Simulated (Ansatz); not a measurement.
## Run report: ZrN, single-point calculation (part 2 of 2)

ZrN (slab, 24 atoms in the cell); DFT PBE+D3(BJ), scalar-relativistic, plane waves, PAW, no spin polarisation (Ansatz 0.2.0); cutoff 420 eV, 3×3×1 k-mesh, Gaussian smearing of 0.1 eV. The structure derives from an entry of the Crystallography Open Database. It belongs to a series of runs on one base structure; here: the slab at its places in the relaxed adsorbed structure.

Geometry of the input (Å; fractional positions):
```
6.4476  0.0000  0.0000
0.0000  6.4476  0.0000
0.0000  0.0000  24.3385
Zr 0.2500  0.2500  0.3287
Zr 0.2500  0.7500  0.3287
Zr 0.7500  0.2500  0.3287
Zr 0.7500  0.7500  0.3287
N  0.5000  0.5000  0.3287
N  0.5000  0.0000  0.3287
N  0.0000  0.5000  0.3287
N  0.0000  0.0000  0.3287
Zr 0.5007  0.4999  0.4209
Zr 0.5008  -0.0001  0.4208
Zr -0.0008  0.4999  0.4207
Zr -0.0010  -0.0001  0.4208
N  0.7499  0.7501  0.4189
N  0.7499  0.2497  0.4188
N  0.2499  0.7499  0.4192
N  0.2499  0.2500  0.4192
Zr 0.7503  0.7499  0.5099
Zr 0.7503  0.2498  0.5099
Zr 0.2492  0.7507  0.5092
Zr 0.2491  0.2491  0.5092
N  0.0000  -0.0002  0.5178
N  0.0004  0.4999  0.5167
N  0.4996  -0.0001  0.5179
N  0.4996  0.4999  0.5176
```

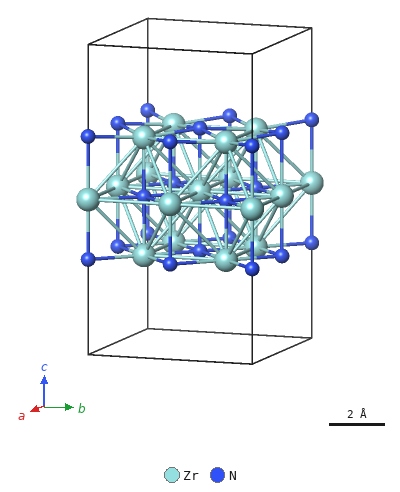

**Figure 1.** The input geometry (ball-and-stick view of the cell of the calculation, with the vacuum cut short, seen slightly off an axis). An atom can appear more than once, as a periodic image.

**Output, continued**
```
  k-point 0: bands = ["-46.6473", "-46.5920", "-46.5918", "-46.5446", "-46.4771", "-46.4165", "-46.4094", "-46.3610", "-46.1093", "-46.0749", "-46.0741", "-46.0233", "-25.2474", "-25.2474", "-25.1839", "-25.1825", "-25.0524", "-24.9909", "-24.9908", "-24.9592", "-24.9574", "-24.8472", "-24.8285", "-24.7992", "-24.7988", "-24.7779", "-24.7773", "-24.6441", "-24.4563", "-24.4562", "-24.4065", "-24.4063", "-24.3354", "-24.3353", "-24.3170", "-24.3168", "-24.3027", "-24.3020", "-24.2002", "-24.1693", "-24.1682", "-24.1117", "-24.0531", "-24.0513", "-23.9958", "-23.9951", "-23.9874", "-23.9865", "-12.9812", "-12.7200", "-12.1624", "-11.9224", "-11.7732", "-11.5873", "-11.5872", "-11.5036", "-10.7988", "-10.7932", "-10.4032", "-10.4016", "-4.3106", "-4.3103", "-3.8077", "-3.8077", "-3.1160", "-3.1158", "-2.8103", "-2.8095", "-2.3530", "-2.3208", "-2.3197", "-2.0632", "-2.0632", "-1.8282", "-1.7405", "-1.7389", "-1.7255", "-1.7243", "-1.7078", "-1.7008", "-1.4496", "-1.1038", "-1.0991", "-0.8999", "-0.8998", "-0.6722", "-0.4952", "-0.4952", "-0.4005", "-0.1881", "-0.1880", "-0.1267", "0.4683", "0.4683", "0.6141", "0.8582", "0.8585", "0.9366", "0.9368", "1.0864", "2.4010", "3.0539", "3.5116", "3.5116", "3.6490", "3.6490", "4.2680", "4.3565", "4.3575", "4.6480", "4.6501", "4.9230", "5.0992", "5.0996", "5.1347", "5.1467", "5.4199", "5.5077", "5.6110", "5.6110", "5.6758", "5.7256", "5.7258", "5.8293", "5.9144", "5.9208"]
  k-point 1: bands = ["-46.6335", "-46.6058", "-46.5801", "-46.5565", "-46.4622", "-46.4319", "-46.3975", "-46.3732", "-46.1009", "-46.0825", "-46.0622", "-46.0359", "-25.1738", "-25.1430", "-25.1162", "-25.0498", "-25.0347", "-25.0180", "-24.9985", "-24.9283", "-24.9023", "-24.8659", "-24.8203", "-24.7911", "-24.7823", "-24.7638", "-24.7096", "-24.6206", "-24.6175", "-24.5044", "-24.4992", "-24.4258", "-24.3817", "-24.3652", "-24.3419", "-24.3345", "-24.2853", "-24.2735", "-24.2446", "-24.2085", "-24.1442", "-24.1297", "-24.1247", "-24.0731", "-24.0459", "-24.0358", "-23.9903", "-23.9831", "-12.6520", "-12.4591", "-11.9619", "-11.8957", "-11.8472", "-11.6628", "-11.4588", "-11.2525", "-11.1699", "-11.1020", "-10.7806", "-10.7032", "-3.7388", "-3.6413", "-3.3229", "-3.2218", "-2.6287", "-2.5229", "-2.4847", "-2.4202", "-2.4061", "-2.3687", "-2.3116", "-2.1387", "-2.0628", "-2.0373", "-1.9375", "-1.7256", "-1.6034", "-1.5468", "-1.5239", "-1.3108", "-1.2908", "-1.2730", "-1.2620", "-1.2528", "-1.1447", "-0.9719", "-0.9590", "-0.9410", "-0.9077", "-0.8439", "-0.7248", "-0.5747", "-0.4994", "-0.4172", "-0.1469", "-0.0597", "1.3691", "1.5364", "1.9695", "2.4298", "2.8401", "3.2964", "3.3827", "3.4862", "3.5282", "3.6160", "3.6974", "3.7920", "3.9245", "4.0371", "4.1925", "4.3591", "4.4309", "4.6054", "4.6577", "5.3245", "5.3364", "5.3437", "5.4515", "5.5036", "5.5308", "5.5746", "5.7948", "5.8297", "5.8992", "6.0286"]
  k-point 2: bands = ["-46.6335", "-46.6057", "-46.5802", "-46.5565", "-46.4643", "-46.4227", "-46.4076", "-46.3701", "-46.1007", "-46.0831", "-46.0617", "-46.0361", "-25.1738", "-25.1431", "-25.1163", "-25.0499", "-25.0345", "-25.0180", "-24.9985", "-24.9293", "-24.9023", "-24.8648", "-24.8199", "-24.7911", "-24.7821", "-24.7642", "-24.7096", "-24.6211", "-24.6174", "-24.5037", "-24.4994", "-24.4259", "-24.3830", "-24.3653", "-24.3420", "-24.3333", "-24.2856", "-24.2750", "-24.2444", "-24.2071", "-24.1444", "-24.1305", "-24.1235", "-24.0738", "-24.0447", "-24.0364", "-23.9907", "-23.9829", "-12.6520", "-12.4592", "-11.9620", "-11.8955", "-11.8473", "-11.6628", "-11.4589", "-11.2521", "-11.1708", "-11.1015", "-10.7808", "-10.7030", "-3.7387", "-3.6414", "-3.3229", "-3.2218", "-2.6285", "-2.5230", "-2.4847", "-2.4178", "-2.4083", "-2.3691", "-2.3115", "-2.1386", "-2.0626", "-2.0376", "-1.9375", "-1.7255", "-1.6034", "-1.5469", "-1.5237", "-1.3070", "-1.2937", "-1.2695", "-1.2618", "-1.2567", "-1.1448", "-0.9714", "-0.9589", "-0.9417", "-0.9095", "-0.8425", "-0.7260", "-0.5744", "-0.4993", "-0.4171", "-0.1469", "-0.0590", "1.3694", "1.5361", "1.9693", "2.4298", "2.8404", "3.2957", "3.3816", "3.4865", "3.5282", "3.6174", "3.6975", "3.7915", "3.9255", "4.0371", "4.1934", "4.3581", "4.4328", "4.6039", "4.6589", "5.3261", "5.3368", "5.3420", "5.4545", "5.5014", "5.5301", "5.5740", "5.7955", "5.8297", "5.8996", "6.0281"]
  k-point 4: bands = ["-46.6203", "-46.5936", "-46.5935", "-46.5688", "-46.4503", "-46.4219", "-46.4097", "-46.3834", "-46.0912", "-46.0719", "-46.0708", "-46.0475", "-25.0887", "-25.0885", "-25.0198", "-25.0107", "-24.9902", "-24.9888", "-24.8979", "-24.8721", "-24.8586", "-24.8070", "-24.8059", "-24.7794", "-24.7612", "-24.7605", "-24.6796", "-24.6709", "-24.6255", "-24.5909", "-24.5346", "-24.5342", "-24.4790", "-24.4325", "-24.4055", "-24.4033", "-24.3062", "-24.2840", "-24.2457", "-24.2447", "-24.1291", "-24.1138", "-24.1128", "-24.1008", "-24.0946", "-24.0410", "-24.0391", "-24.0171", "-12.4466", "-12.3200", "-12.0682", "-12.0680", "-11.6500", "-11.5257", "-11.2825", "-11.2753", "-11.2545", "-11.1183", "-10.8808", "-10.8773", "-3.5224", "-3.5212", "-3.0939", "-3.0898", "-3.0387", "-2.7104", "-2.6378", "-2.6117", "-2.3757", "-2.3720", "-2.0517", "-2.0506", "-1.9767", "-1.9715", "-1.8108", "-1.7617", "-1.6577", "-1.6557", "-1.5736", "-1.4541", "-1.4471", "-1.3620", "-1.3225", "-1.2202", "-1.2140", "-1.0956", "-0.9308", "-0.8839", "-0.8803", "-0.6634", "-0.6576", "-0.6393", "-0.5746", "-0.3549", "-0.3248", "-0.1880", "1.3221", "2.3080", "2.3189", "2.3956", "2.8266", "2.9982", "3.4989", "3.5860", "3.9953", "4.1370", "4.1412", "4.3626", "4.4091", "4.4668", "4.4727", "4.5014", "4.6311", "4.6401", "4.7762", "4.7796", "5.0098", "5.2104", "5.3062", "5.3189", "5.4071", "5.4144", "5.4404", "5.7052", "5.9072", "5.9134"]
```

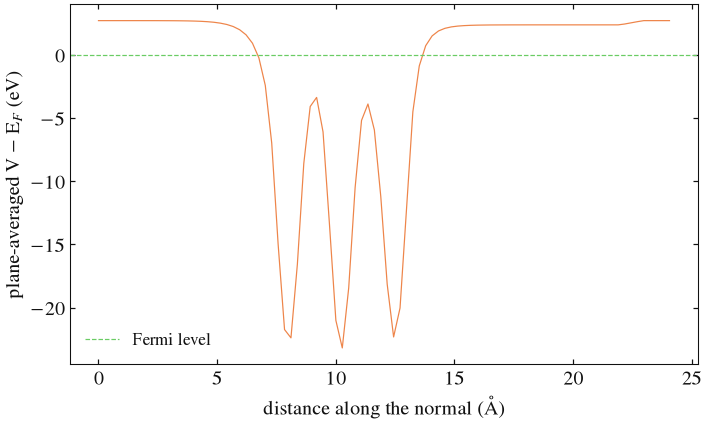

**Figure 2.** Plane average of the electrostatic potential energy of an electron across the cell, from the Fermi level. The vacuum level lies 2.38 eV above the Fermi level on the upper side and 2.71 eV on the lower.

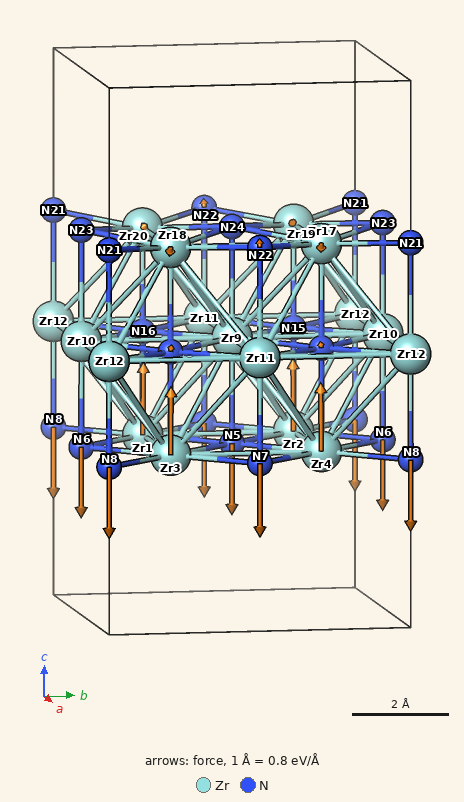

**Figure 3.** Forces on the atoms as orange arrows (ball-and-stick view of the cell of the calculation, with the vacuum cut short, seen slightly off an axis; atoms are numbered from 1 in the order of the input); the smallest are left out. The largest act on N7 (1.27 eV/Å); Zr1, Zr2 (1.26 eV/Å); N5, N8 (1.24 eV/Å); N6 (1.22 eV/Å), among others. The geometry is not a stationary point of this energy.

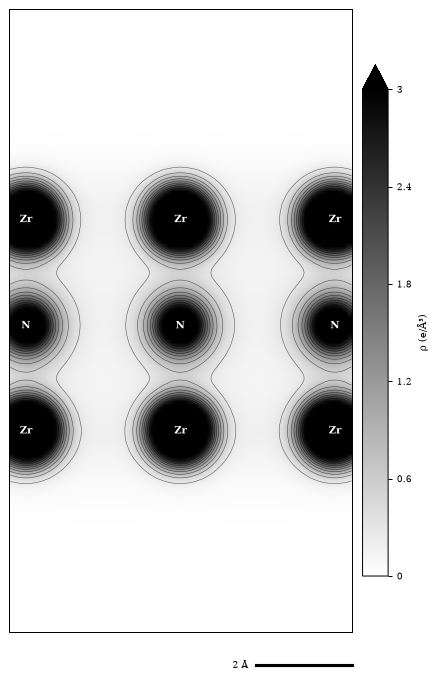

**Figure 4.** Valence pseudo-density on the (100) plane of the calculation cell, a cut from vacuum to vacuum. Zr–N (2.19 Å): ρ at the midpoint is about 0.57 e/Å³. Zr–N (2.21 Å): the density is about 0.54 e/Å³ at the midpoint. Zr–Zr (3.22 Å): ρ is about 0.18 e/Å³ halfway. The density dies away to nearly zero in the vacuum. The fields are those of the smooth PAW valence density.

**Results in brief**

- outcome: converged
- electrons treated: 204
- free energy: −54855.2068 eV
- work function, top face: 2.38 eV
- work function, bottom face: 2.71 eV
- Fermi energy: 3.336 eV
- gap on the k-point mesh: 0.09 eV
- work function (upper face): 2.38 eV
- largest force (length of the vector): 1.273 eV/Å
- hardware: 4 threads of Arm Neoverse V1, 24 GiB of memory available, shared host
- wall time: 33 s (CPU time 2.1 min)
- peak memory: 2.4 GiB
